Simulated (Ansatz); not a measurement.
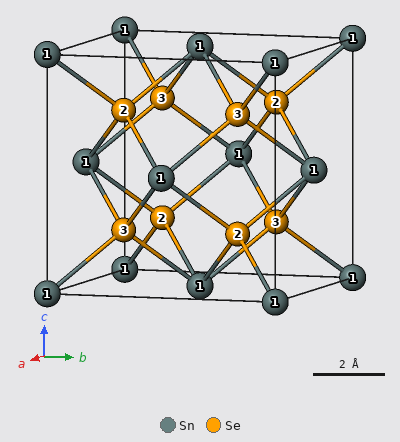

Fig. 1: The input geometry (ball-and-stick view of the cell 4 times as large as that of the calculation, set on its symmetry axes, seen slightly off an axis; atoms are numbered from 1 in the order of the input).

# Run report: SnSe2, single-point calculation

- system: SnSe2 (Fm-3m, 3 atoms in the cell)
- method: DFT, PBE, plane waves, PAW, no spin polarisation (Ansatz 0.2.0)

The structure was built on a prototype by a generator. The geometry comes from this level: r2SCAN. It belongs to a series of runs on one base structure; here: basis.ecutrho_ratio = 8. Figures and captions count atoms from 1; the log counts them from 0 in places.

### What the program printed
```
scf.n_extra_bands = 4 over 23 filled bands (N_el = 46.0): the run solves 27 bands
Engine: ansatz 0.2.0, x86_64-unknown-linux-gnu
Pseudopotentials: kind: paw
Pseudopotential: Sn, paw, valence charge 14, recommended cutoff 420 eV (normal), Sn.paw.azcp
Pseudopotential: Se, paw, valence charge 16, recommended cutoff 420 eV (normal), Se.paw.azcp
Functional definition: PBE
  parameter kappa = 0.804
  parameter beta = 0.06672455060314922
  exchange = pbe_x(kappa = kappa, mu = beta*pi^2/3)
  correlation = pbe_c(beta = beta)
Crystal: 3 atoms, lattice volume = 79.084 Å³
Basis set: ecut = 420 eV, 1471 PW (Γ), exchange–correlation on 96×96×96 points (8 copies of the dense FFT grid, shifted against one another)
Bands: 27, of which v1, the nominal top of the filled ones, is band 23 counted from 1 (22 counted from 0)
Symmetry: 48 space group operations
Space group: Fm-3m (ITA 225), of the structure as read, at distance tolerance 4.3e-5 Å
k-points: 8 of 64
Non-local potential: Sn, projectors of the file, l = 0: 2, l = 1: 2, l = 2: 2, l = 3: 2
Non-local potential: Se, projectors of the file, l = 0: 2, l = 1: 2, l = 2: 3, l = 3: 1
PAW form: soft (Blöchl's): semilocal exchange-correlation on the pseudo side does not see the compensation charge
PAW one-centre angular grid: Sn, 590 points (default); XC on 64 Gauss nodes
PAW one-centre angular grid: Se, 590 points (default); XC on 64 Gauss nodes
Initial density: superposition of atomic densities (neutral atoms: chi_scale 0, normalization atom), corrected by the library's trained network
Initial wavefunctions: pseudopotential atomic-orbital guess
Functional: x = pbe(κ = 0.804, μ = 0.2195149727645171), c = pbe(β = 0.06672455060314922)
SCF iter   1: F=—  HF=-16962.041741 eV  |F-HF|=—  |Δ(HF+E_count)|=         —  Δρ=2.03e-3  dr2=5.98e-3  ethr=1.77e-3  ⟨swp⟩=6.2  Hψ=914  notcnv=0
preconditioner: auto → LDOS  [metal: Δε(μ)=0.008 eV  Ē_g=14.614 eV  σ=0.020 eV  W_gap=0.10  n_scr=14 (ndim 8)  ℏωp=21.3 eV  f_vac=0.084  D(μ)=13.90/eV (n_scr^D=258)  β→1.0]
SCF iter   2: F=—  HF=-16962.040963 eV  |F-HF|=—  |Δ(HF+E_count)|=   7.78e-4  Δρ=1.35e-3  dr2=3.33e-3  ethr=1.30e-5  ⟨swp⟩=2.9  Hψ=488  notcnv=0
SCF iter   3: F=—  HF=-16962.040807 eV  |F-HF|=—  |Δ(HF+E_count)|=   1.56e-4  Δρ=1.19e-3  dr2=1.62e-3  ethr=7.23e-6  ⟨swp⟩=2.9  Hψ=432  notcnv=0
SCF iter   4: F=—  HF=-16962.040455 eV  |F-HF|=—  |Δ(HF+E_count)|=   3.52e-4  Δρ=5.05e-4  dr2=4.21e-4  ethr=3.53e-6  ⟨swp⟩=3.0  Hψ=418  notcnv=0
SCF iter   5: F=—  HF=-16962.040347 eV  |F-HF|=—  |Δ(HF+E_count)|=   1.08e-4  Δρ=2.22e-4  dr2=1.03e-4  ethr=9.15e-7  ⟨swp⟩=2.0  Hψ=248  notcnv=0
SCF iter   6: F=—  HF=-16962.040333 eV  |F-HF|=—  |Δ(HF+E_count)|=   1.40e-5  Δρ=1.00e-4  dr2=1.60e-5  ethr=2.23e-7  ⟨swp⟩=2.0  Hψ=320  notcnv=0
SCF iter   7: F=—  HF=-16962.040369 eV  |F-HF|=—  |Δ(HF+E_count)|=   3.59e-5  Δρ=3.02e-5  dr2=8.54e-7  ethr=3.48e-8  ⟨swp⟩=2.0  Hψ=400  notcnv=0
SCF iter   8: F=-16962.040378 eV  HF=-16962.040378 eV  |F-HF|=5.07e-7  |Δ(HF+E_count)|=   8.77e-6  Δρ=8.80e-6  dr2=5.42e-8  ethr=2.17e-10  ⟨swp⟩=3.6  Hψ=979  notcnv=0
SCF 1 converged in 8 iterations: F = -16962.040378 eV  dr2 = 5.42e-8
  greatest PAW one-centre occupation: 1.000 electrons in one spin orbital (limit 2), on the Se atom at site 2 (counted from 0), in its partial waves of l = 2
SCF converged after 8 iterations
Free energy (F): -16962.040378 eV
Harris-Foulkes:  -16962.040378 eV  (|F-HF|=5.07e-7)
Internal energy: -16962.024882 eV  (E = F + TS)
E sigma→0 (E₀):  -16962.032630 eV
Entropy (-TS):   -0.015496 eV (-5.165 meV/atom)
Fermi energy:    8.384293 eV
--- Per-component energies (eV) ---
  E_band       = -864.381619
  E_kinetic    = 421.656257
  E_local      = -5811.455256  (includes V_loc(G=0)·N_el)
  E_nonlocal   = -1222.827574
  E_hartree    = 2978.530711
  E_xc         = -590.004784
  E_vxc        = -290.984427  (∫ρ·V_xc dr)
  E_paw        = -7959.084462  (= ΣΔE_a)
  E_vpaw       = 82.162976  (= ΣTr[D̂ρ^β])
  E_aug_tail   = -0.000003  (compensation charges beyond the density's cutoff)
  E_ewald      = -4778.839771
  E_smearing   = -0.015496  (= −TS)
  E_closure    = -0.000000  (closes the sum)
  Σ components = -16962.040378   (vs F -16962.040378, Δ=0.00e0)
--- Forces (eV/Å), atoms counted from 1 ---
  atom   1  Sn    -0.00000000     0.00000000    -0.00000000
  atom   2  Se     0.00000000    -0.00000000    -0.00000000
  atom   3  Se     0.00000000     0.00000000     0.00000000
  max |Σ_I F_I| component: 2.31e-17 eV/Å
--- Stress (GPa, compression-positive) ---
        1.645516      -0.000000      -0.000000
       -0.000000       1.645516       0.000000
       -0.000000      -0.000000       1.645516
  P = ⅓ Tr σ = 1.6455 GPa (16.455 kbar)
--- Band table (eV; the first three rows and the last of 8) ---
  k-point 0: bands = ["-39.0814", "-39.0814", "-39.0814", "-39.0811", "-39.0811", "-39.0802", "-39.0802", "-39.0802", "-39.0772", "-39.0772", "-13.0246", "-13.0246", "-13.0246", "-13.0091", "-13.0091", "-5.6446", "-2.9346", "4.4004", "5.5593", "5.5593", "5.5593", "6.9490", "6.9490", "6.9490", "10.4209", "10.4209", "10.4209"]
  k-point 1: bands = ["-39.0812", "-39.0812", "-39.0812", "-39.0805", "-39.0805", "-39.0804", "-39.0804", "-39.0804", "-39.0778", "-39.0778", "-13.0277", "-13.0227", "-13.0227", "-13.0089", "-13.0089", "-5.2568", "-3.2805", "2.7700", "5.3556", "5.3556", "5.4381", "6.6835", "6.6835", "8.8265", "11.1741", "11.1741", "11.4126"]
  k-point 2: bands = ["-39.0808", "-39.0808", "-39.0808", "-39.0808", "-39.0808", "-39.0808", "-39.0791", "-39.0791", "-39.0791", "-39.0791", "-13.0310", "-13.0212", "-13.0212", "-13.0083", "-13.0083", "-4.3057", "-4.2133", "1.8333", "5.2322", "5.2322", "5.4853", "6.3490", "6.3490", "9.5076", "12.4858", "12.4858", "13.9989"]
  k-point 7: bands = ["-39.0812", "-39.0811", "-39.0808", "-39.0808", "-39.0805", "-39.0804", "-39.0802", "-39.0802", "-39.0780", "-39.0780", "-13.0273", "-13.0273", "-13.0167", "-13.0101", "-13.0079", "-4.0669", "-4.0669", "0.5373", "3.4350", "5.5973", "5.5973", "8.1564", "8.8124", "8.8656", "11.8430", "12.9472", "12.9472"]
```

This output came from the following input.

### Input file
```yaml
crystal:
  lattice:
    - [0.0, 3.4068553702, 3.4068553702]
    - [3.4068553702, 0.0, 3.4068553702]
    - [3.4068553702, 3.4068553702, 0.0]
  atoms:
    - { symbol: Sn, position: [0.0, 0.0, 0.0] }
    - { symbol: Se, position: [0.25, 0.25, 0.25] }
    - { symbol: Se, position: [0.75, 0.75, 0.75] }
kpoints:
  mp_grid: { grid: [4, 4, 4] }
hamiltonian:
  xc: pbe
scf:
  occupations: { method: fermi_dirac, width: 0.02 }
  n_extra_bands: 4
  max_iter: 93
output:
  forces: true
  stress: true
  eigenvalues: true
basis:
  ecutrho_ratio: 8
```

Run as:
```bash
ansatz run input.yaml --threads 4 --pin off --max-ram 3686MiB --backend cpu --events-out ev --progress --plain --runs-dir out
```

### Summary

```csv
quantity,value
outcome,converged
space group (tolerance 0.01 Å),Fm-3m (225)
electrons treated,46
free energy,−16962.0404 eV
Fermi energy,8.384 eV
band gap,none (metallic)
pressure,1.65 GPa
largest force (length of the vector),under 0.001 eV/Å
hardware,"4 threads of Intel Xeon @ 2.50GHz (Skylake/Cascade Lake), 189 GiB of memory available, shared host"
wall time,7 s (CPU time 5.4 s)
peak memory,0.44 GiB
```

### Notes

Settings chosen away from the usual ones: basis.ecutrho_ratio = 8.
